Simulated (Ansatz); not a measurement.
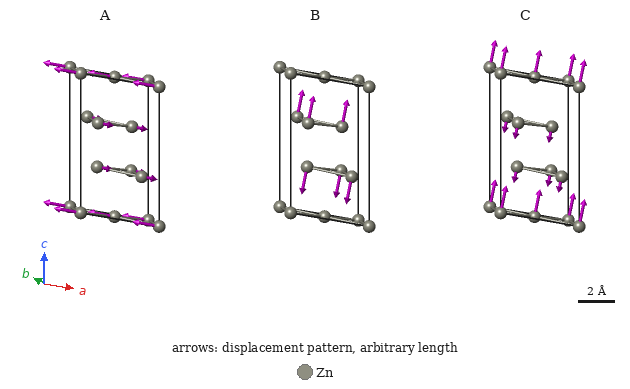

Modes of crystalline Zn, space group C2/m (No. 12), at the zone centre. The purple arrows give the relative displacements of the atoms. Style: ball-and-stick. Shown: the conventional cell (2 times the calculation's cell), slightly off an axis. Lengths and directions refer to the drawn axes.

Theory: DFT PBE, scalar-relativistic, plane waves, PAW in Ansatz 0.2.0.

The frequencies depend somewhat on the k-mesh and the smearing.

**Which are infrared-active and which Raman-active?**

A is B_u, infrared-active by symmetry (56 cm⁻¹). B is A_g, Raman-active by symmetry (105 cm⁻¹). C is B_u, infrared-active by symmetry (98 cm⁻¹). The crystal has a centre of inversion, so no mode is both. In a metal the free carriers screen the infrared response.
